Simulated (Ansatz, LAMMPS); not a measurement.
# Glassy 57SiO2-27Al2O3-16BaO (mol %) (149 atoms): where an added charge goes, part 3 of 4

Aim: add and remove one electron in glassy 57SiO2-27Al2O3-16BaO (mol %) (149 atoms), with atoms held and relaxed, and read trapping energy and localisation.

Ansatz 0.2.0; Kohn-Sham DFT, PBE, PAW (set soft_1), plane waves.

The cell: 25 Si, 24 Al, 7 Ba and 93 O. The quench rate of 25 K/ps is many orders above laboratory rates. The starting topology of bonds comes from the classical model. Sampling is at Γ alone, for a cell whose shortest periodic width is 13 Å. No spin–orbit coupling is included.

So far. Step 6 (An extra electron, atoms relaxed): The relaxation converged after 4 steps, 0.0103 eV below its start, with a largest force component of 0.030 eV/Å. Step 6 (An extra electron, atoms relaxed): An extra electron, atoms relaxed: the energy stands 7.24 eV above that of the reference. An odd electron should give 1 μB; this run ended with the carrier shared between both spins.

## (7) An extra electron, levels at the relaxed geometry

A single point at the new geometry gives levels and spin density.

Input file input.yaml:

```yaml
crystal:
  lattice:
    - [12.9793, 0.0, 0.0]
    - [0.0, 12.9793, 0.0]
    - [0.0, 0.0, 12.9793]
  atoms:
    - { symbol: Si, position: [0.66543, 0.40839, 0.76749] }
    - { symbol: Si, position: [0.92033, 0.84579, 0.48484] }
    - { symbol: Si, position: [0.91057, 0.62031, 0.15032] }
    - { symbol: Si, position: [0.85657, 0.48516, 0.32185] }
    - { symbol: Si, position: [0.17986, 0.5149, 0.55229] }
    - { symbol: Si, position: [0.41602, 0.55735, 0.88918] }
    [... 137 atom lines left out ...]
    - { symbol: O, position: [0.4793, 0.74923, 0.29126] }
    - { symbol: O, position: [0.97474, 0.88444, 0.58994] }
    - { symbol: O, position: [0.2943, 0.8092, 0.31187] }
    - { symbol: O, position: [0.08796, 0.59377, 0.52281] }
    - { symbol: O, position: [0.67048, 0.74774, 0.36763] }
    - { symbol: O, position: [0.97206, 0.52805, 0.37008] }
total_charge: -1
kpoints:
  mp_grid: { grid: [1, 1, 1] }
hamiltonian:
  xc: pbe
  pseudopotentials: { kind: paw, azcp: { folder: soft_1 } }
scf:
  occupations: { method: fermi_dirac, width: 0.01 }
  lower_state_search: "off"
output:
  forces: true
  stress: true
  populations: true
  dos:
    method: { smearing: { sigma: 0.08 } }
    de: 0.1
    projected: { site_lists: { Al: [Al], Ba: [Ba], O: [O], Si: [Si] } }
  eigenvalues: true
  write_density: true
  write_potential: true
  volumetric_format: npy
magnetization:
  spin_polarized: true
  initial_magnetization: 1
```

Command:

```sh
> ansatz run input.yaml --threads 8 --pin off --max-ram 15872MiB --backend cpu --events-out ev --progress --plain --runs-dir out
```

Numbers of over 12 decimals in the logs are rounded to 6 here.

The program printed:

```text
[...]
Crystal: 149 atoms, lattice volume = 2186.522 Å³
Basis set: ecut = 420 eV, 42931 PW (Γ), exchange–correlation on 180×180×180 points (8 copies of the dense FFT grid, shifted against one another)
Bands: 550, of which v1, the nominal top of the filled ones, is band 401 counted from 1 (400 counted from 0)
Symmetry: 1 space group operations
[...]
k-points: 1
[...]
Starting moments: Σ|m| = 1 μB on 149 of 149 sites
[...]
SCF iter   1: F=—  HF=-123477.149066 eV  |F-HF|=—  |Δ(HF+E_count)|=         —  Δρ=4.93e-2 (↑4.89e-2 ↓4.93e-2)  dr2=2.64e2  dr2_m=4.97e-2  M=1.000 μB ∫|m|=1.038 μB  β_m=1.00  ethr=3.10e-3  ⟨swp⟩=8.0  Hψ=5818  notcnv=0  defer=254
[...]
SCF iter   2: F=—  HF=-123424.451863 eV  |F-HF|=—  |Δ(HF+E_count)|=         —  Δρ=2.43e-2 (↑2.43e-2 ↓2.43e-2)  dr2=8.88e1  dr2_m=6.97e-3  M=1.000 μB ∫|m|=1.049 μB  β_m=0.30  ethr=3.10e-3  ⟨swp⟩=2.5  Hψ=2071  notcnv=0  defer=286
[...]
SCF iter   8: F=—  HF=-123399.047764 eV  |F-HF|=—  |Δ(HF+E_count)|=   3.02e-2  Δρ=4.42e-4 (↑4.42e-4 ↓4.27e-4)  dr2=1.04e-2  dr2_m=1.72e-3  M=0.461 μB ∫|m|=0.494 μB  β_m=0.30  ethr=3.89e-6  ⟨swp⟩=6.0  Hψ=1647  notcnv=0  defer=286
[...]
SCF iter  10: F=—  HF=-123399.067877 eV  |F-HF|=—  |Δ(HF+E_count)|=   1.33e-2  Δρ=7.52e-5 (↑7.52e-5 ↓7.25e-5)  dr2=7.82e-4  dr2_m=6.26e-5  M=0.201 μB ∫|m|=0.220 μB  β_m=0.82  ethr=8.09e-7  ⟨swp⟩=6.0  Hψ=1653  notcnv=0  defer=286
[...]
SCF iter  16: F=-123399.070404 eV  HF=-123399.070404 eV  |F-HF|=1.86e-8  |Δ(HF+E_count)|=   2.55e-7  Δρ=1.02e-6 (↑9.59e-7 ↓1.02e-6)  dr2=7.41e-8  dr2_m=3.09e-9  M=0.001 μB ∫|m|=0.001 μB  β_m=0.85  ethr=1.25e-11  ⟨swp⟩=27.0  Hψ=11892  notcnv=0
SCF iter  17: F=-123399.070404 eV  HF=-123399.070404 eV  |F-HF|=6.55e-9  |Δ(HF+E_count)|=   5.65e-8  Δρ=5.79e-7 (↑5.75e-7 ↓5.79e-7)  dr2=2.48e-8  dr2_m=4.18e-10  M=0.000 μB ∫|m|=0.000 μB  ethr=9.25e-12  ⟨swp⟩=6.0  Hψ=6383  notcnv=0
[...]
SCF 1 converged in 17 iterations: F = -123399.070404 eV  dr2 = 2.48e-8
[...]
SCF converged after 17 iterations
Magnetization: 0.0003 μB (400.5001 up, 400.4999 down)
Absolute magnetization: 0.0003 μB (∫|ρ↑−ρ↓|, with the PAW one-centre terms)
[...]
Per-site moments (μB) at R_I (Å): [(4.736438165500657e-7, 0.672982), (2.1044814228694326e-7, 0.666569), (1.7623716558620644e-7, 0.657723), (1.4405737591903198e-7, 0.661280), (4.250130225135041e-7, 0.667318), [...]
Free energy (F): -123399.070404 eV
[...]
Internal energy: -123399.056542 eV  (E = F + TS)
E sigma→0 (E₀):  -123399.063473 eV
Entropy (-TS):   -0.013863 eV (-0.093 meV/atom)
Fermi energy:    7.235235 eV
[...]
Σ components = -123399.070404   (vs F -123399.070404, Δ=0.00e0)
--- Forces (eV/Å), atoms counted from 1 ---
  atom   1  Si     0.00752092    -0.00600739    -0.01263573
  atom   2  Si     0.01383204     0.00281574    -0.01063412
  atom   3  Si     0.02269578     0.00985303     0.01787949
  atom   4  Si     0.02777718     0.00179416     0.00738668
[...]
atom 149  O     -0.01722775     0.00186112    -0.00514296
  max |Σ_I F_I| component: 9.93e-5 eV/Å
--- Stress (GPa, compression-positive) ---
        0.601444      -0.079218       0.016260
       -0.079216      -0.932032      -0.504252
        0.016258      -0.504253       0.889587
  P = ⅓ Tr σ = 0.1863 GPa (1.863 kbar)
--- Band table (eV) ---
[...]
--- Löwdin populations: 149 sites ---
  site symbol       q [e]    m [muB]
     0     Si      2.3147     0.0000
     1     Si      2.4260     0.0000
     2     Si      2.3083     0.0000
[...]
148      O      6.8056     0.0000
  spilling = 0.011804 (of n_electrons = 801.000000)
```

Run time: 66 s. Hardware: 8 threads of AMD EPYC 7B13 (Zen 3), shared host; peak memory 5.9 GiB; 8.4 min of CPU time.

An extra electron, levels at the relaxed geometry: the energy stands 7.24 eV above that of the reference. An odd electron should give 1 μB; this run ended with the carrier shared between both spins.

The levels nearest the highest filled one (over half full), pooled over k-points and spins:

```csv
level less the highest filled one (eV),occupation
-3.88,1
-3.88,1
0,0.5
0,0.5
1.06,0
1.06,0
1.18,0
1.18,0
```

## (8) Neutral at the geometry of the electron

The neutral cell at the new geometry gives the energy of that geometry without the charge.

input.yaml, the sections that differ from step 7:

```yaml
crystal:
  lattice:
    - [12.9793, 0.0, 0.0]
    - [0.0, 12.9793, 0.0]
    - [0.0, 0.0, 12.9793]
  atoms:
    [... the 149 atom lines of step 7 ...]
scf:
  occupations: { method: fermi_dirac, width: 0.05 }
output:
  forces: true
  stress: true
  populations: true
  dos:
    method: { smearing: { sigma: 0.08 } }
    de: 0.1
    projected: { site_lists: { Al: [Al], Ba: [Ba], O: [O], Si: [Si] } }
  eigenvalues: true
# kpoints, hamiltonian: as in step 7
# total_charge: removed
# magnetization: removed
```

The program printed:

```text
[...]
Crystal: 149 atoms, lattice volume = 2186.522 Å³
Basis set: ecut = 420 eV, 42931 PW (Γ), exchange–correlation on 180×180×180 points (8 copies of the dense FFT grid, shifted against one another)
Bands: 549, of which v1, the nominal top of the filled ones, is band 400 counted from 1 (399 counted from 0)
Symmetry: 1 space group operations
[...]
k-points: 1
[...]
SCF iter   1: F=—  HF=-123485.015627 eV  |F-HF|=—  |Δ(HF+E_count)|=         —  Δρ=1.01e-1  dr2=2.65e2  ethr=3.10e-3  ⟨swp⟩=8.0  Hψ=2912  notcnv=0  defer=126
[...]
SCF iter  12: F=—  HF=-123406.298115 eV  |F-HF|=—  |Δ(HF+E_count)|=   2.04e-6  Δρ=8.06e-6  dr2=1.30e-6  ethr=5.95e-10  ⟨swp⟩=2.0  Hψ=801  notcnv=0  defer=140
SCF iter  13: F=-123406.298114 eV  HF=-123406.298114 eV  |F-HF|=2.88e-8  |Δ(HF+E_count)|=   5.43e-7  Δρ=1.51e-6  dr2=6.80e-8  ethr=1.25e-11  ⟨swp⟩=20.0  Hψ=4746  notcnv=0
SCF 1 converged in 13 iterations: F = -123406.298114 eV  dr2 = 6.80e-8
[...]
SCF converged after 13 iterations
Free energy (F): -123406.298114 eV
[...]
Internal energy: -123406.298114 eV  (E = F + TS)
E sigma→0 (E₀):  -123406.298114 eV
Fermi energy:    5.341207 eV
[...]
Σ components = -123406.298114   (vs F -123406.298114, Δ=0.00e0)
--- Forces (eV/Å), atoms counted from 1 ---
  atom   1  Si    -0.02879278    -0.00623739     0.02542121
  atom   2  Si    -0.09878903    -0.05082638    -0.02191963
  atom   3  Si    -0.03518712    -0.01769576    -0.02527748
  atom   4  Si    -0.03810274     0.02075843    -0.03312730
[...]
atom 149  O      0.04086415    -0.00051235     0.03024147
  max |Σ_I F_I| component: 1.00e-4 eV/Å
--- Stress (GPa, compression-positive) ---
        0.497125      -0.080895       0.031184
       -0.080892      -1.032572      -0.516263
        0.031181      -0.516265       0.776712
  P = ⅓ Tr σ = 0.0804 GPa (0.804 kbar)
--- Band table (eV) ---
[...]
--- Löwdin populations: 149 sites ---
  site symbol       q [e]
     0     Si      2.3070
     1     Si      2.4227
     2     Si      2.3019
[...]
148      O      6.8040
  spilling = 0.011759 (of n_electrons = 800.000000)
```

Wall time 31 s (8 threads); peak memory 3.4 GiB; 3.8 min of CPU time.

Neutral at the geometry of the electron: the energy stands 0.00857 eV above that of the reference.

## (9) An extra hole, atoms held

The electron count changes by one with the atoms held: a vertical process, on a uniform background, with spin and a narrow Fermi–Dirac smearing. Its energy against the neutral cell hangs on the program's zero of potential.

Edit input.yaml of step 8 so:

```diff
@@ -6,3 +6,4 @@
   atoms:
-    [... the 149 atom lines of step 7 ...]
+    [... the 149 atom lines of step 4 ...]
+total_charge: 1
 kpoints:
@@ -13,3 +14,4 @@
 scf:
-  occupations: { method: fermi_dirac, width: 0.05 }
+  occupations: { method: fermi_dirac, width: 0.01 }
+  lower_state_search: "off"
 output:
@@ -23 +25,7 @@
   eigenvalues: true
+  write_density: true
+  write_potential: true
+  volumetric_format: npy
+magnetization:
+  spin_polarized: true
+  initial_magnetization: 1
```

The program printed:

```text
[...]
Crystal: 149 atoms, lattice volume = 2186.522 Å³
Basis set: ecut = 420 eV, 42931 PW (Γ), exchange–correlation on 180×180×180 points (8 copies of the dense FFT grid, shifted against one another)
Bands: 549, of which v1, the nominal top of the filled ones, is band 400 counted from 1 (399 counted from 0)
Symmetry: 1 space group operations
[...]
k-points: 1
[...]
Starting moments: Σ|m| = 1 μB on 149 of 149 sites
[...]
SCF iter   1: F=—  HF=-123491.789083 eV  |F-HF|=—  |Δ(HF+E_count)|=         —  Δρ=5.19e-2 (↑5.14e-2 ↓5.19e-2)  dr2=2.80e2  dr2_m=4.72e-1  M=1.000 μB ∫|m|=1.051 μB  β_m=1.00  ethr=3.10e-3  ⟨swp⟩=8.0  Hψ=5806  notcnv=0  defer=252
[...]
SCF iter   4: F=—  HF=-123416.782020 eV  |F-HF|=—  |Δ(HF+E_count)|=    8.44e0  Δρ=1.24e-2 (↑1.03e-2 ↓1.24e-2)  dr2=2.70e1  dr2_m=3.07e-1  M=0.886 μB ∫|m|=1.004 μB  β_m=0.30  ethr=3.10e-3  ⟨swp⟩=2.0  Hψ=1878  notcnv=0  defer=288
[...]
SCF iter  12: F=—  HF=-123409.600875 eV  |F-HF|=—  |Δ(HF+E_count)|=   8.61e-2  Δρ=5.29e-3 (↑3.22e-3 ↓5.29e-3)  dr2=2.79e0  dr2_m=5.06e-2  M=0.377 μB ∫|m|=0.534 μB  β_m=0.30  ethr=2.67e-4  ⟨swp⟩=3.5  Hψ=1069  notcnv=0  defer=280
[...]
SCF iter  14: F=—  HF=-123409.605247 eV  |F-HF|=—  |Δ(HF+E_count)|=   3.92e-2  Δρ=2.32e-3 (↑1.57e-3 ↓2.32e-3)  dr2=1.06e0  dr2_m=1.86e-2  M=0.981 μB ∫|m|=1.061 μB  β_m=0.20  ethr=1.78e-4  ⟨swp⟩=2.0  Hψ=850  notcnv=0  defer=280
[...]
SCF iter  61: F=-123409.474563 eV  HF=-123409.474563 eV  |F-HF|=2.53e-8  |Δ(HF+E_count)|=   4.54e-9  Δρ=4.12e-7 (↑2.02e-7 ↓4.12e-7)  dr2=2.95e-8  dr2_m=9.25e-10  M=0.999 μB ∫|m|=1.098 μB  β_m=0.33  ethr=1.25e-11  ⟨swp⟩=5.5  Hψ=5064  notcnv=0
SCF iter  62: F=-123409.474563 eV  HF=-123409.474563 eV  |F-HF|=7.04e-9  |Δ(HF+E_count)|=   1.05e-9  Δρ=2.92e-7 (↑1.47e-7 ↓2.92e-7)  dr2=9.29e-9  dr2_m=5.48e-10  M=0.999 μB ∫|m|=1.098 μB  ethr=3.69e-12  ⟨swp⟩=5.0  Hψ=4837  notcnv=0
SCF 1 converged in 62 iterations: F = -123409.474563 eV  dr2 = 9.29e-9
[...]
SCF converged after 62 iterations
Magnetization: 0.9988 μB (399.9994 up, 399.0006 down)
Absolute magnetization: 1.0983 μB (∫|ρ↑−ρ↓|, with the PAW one-centre terms)
[...]
Per-site moments (μB) at R_I (Å): [(-4.394258714585388e-5, 0.672569), (-0.000144815, 0.666538), (-1.5246421799706601e-6, 0.657805), (-1.3315611324786305e-5, 0.661013), (-6.740492097946366e-6, [...]
Free energy (F): -123409.474563 eV
[...]
Internal energy: -123409.455994 eV  (E = F + TS)
E sigma→0 (E₀):  -123409.465279 eV
Entropy (-TS):   -0.018568 eV (-0.125 meV/atom)
Fermi energy:    3.060932 eV
[...]
Σ components = -123409.474563   (vs F -123409.474563, Δ=0.00e0)
--- Forces (eV/Å), atoms counted from 1 ---
  atom   1  Si    -0.09777244     0.21913400    -0.08174254
  atom   2  Si     0.01940180    -0.11702266    -0.17998910
  atom   3  Si     0.06318086    -0.06094181     0.01714183
  atom   4  Si     0.13251714     0.01040838    -0.02866712
[...]
atom 149  O     -0.02296378     0.00626348    -0.00818672
  max |Σ_I F_I| component: 9.25e-5 eV/Å
--- Stress (GPa, compression-positive) ---
        0.865219      -0.083512       0.000420
       -0.083510      -0.728816      -0.450049
        0.000417      -0.450050       1.178521
  P = ⅓ Tr σ = 0.4383 GPa (4.383 kbar)
--- Band table (eV) ---
[...]
--- Löwdin populations: 149 sites ---
  site symbol       q [e]    m [muB]
     0     Si      2.3049    -0.0005
     1     Si      2.4171    -0.0014
     2     Si      2.2991    -0.0001
[...]
148      O      6.8028     0.0001
  spilling = 0.011665 (of n_electrons = 799.000000)
```

The job ended after 2 min (8 threads; peak memory 5.9 GiB; 16 min of CPU time).

An extra hole, atoms held: the energy stands 3.17 eV below that of the reference, with a moment of 1.00 μB.

The levels nearest the highest filled one (over half full), pooled over k-points and spins:

```csv
level less the highest filled one (eV),occupation
-0.0369,0.99
-0.022,0.957
-0.0128,0.899
0,0.711
0.0112,0.444
4.23,0
4.24,0
5.29,0
```

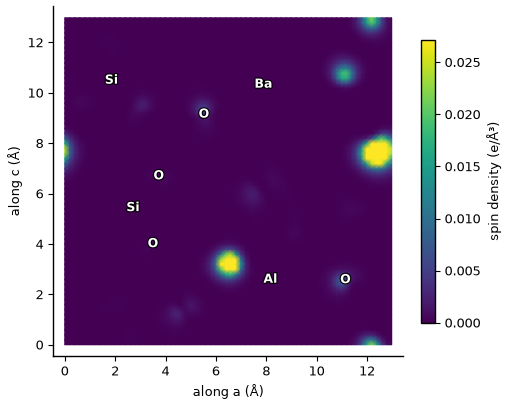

Spin density in the ac plane at fractional y = 0.246, with atoms of Si and Al and Ba and O within 0.2 Å of it. The map starts off the cell's origin, so that atoms lie inside it.

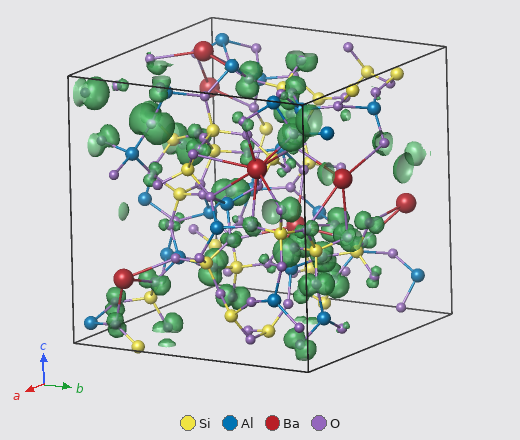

Surface of spin density = 0.0044 e/Å³, which holds about 70 % of the integral of its size. Bonds to atoms that aren't drawn are left out.

## (10) An extra hole, atoms relaxed

The atoms now respond to the charge; the energy gained comes from screening by the atoms, from trapping if the charge localises, and from any strain left in the reference.

Input and log are left out; they have the form of those shown for this kind of step.

Wall time 8.1 min (8 threads of AMD EPYC 7B13 (Zen 3), shared host); peak memory 5.7 GiB.

The relaxation converged after 11 steps, 0.114 eV below its start, with a largest force component of 0.017 eV/Å.

An extra hole, atoms relaxed: the energy stands 3.28 eV below that of the reference, with a moment of 1.00 μB.

[end of part 3 of 4]

[Logs are printed without paths, hosts, clocks, repeated set-up lines and the standing remarks that a program may print on its own settings, such as how far it seeks lower states.]

[Hosts, paths, dates, database ids (printed as entryN), source tags and the programs' standing remarks are cut or masked in the printed files.]
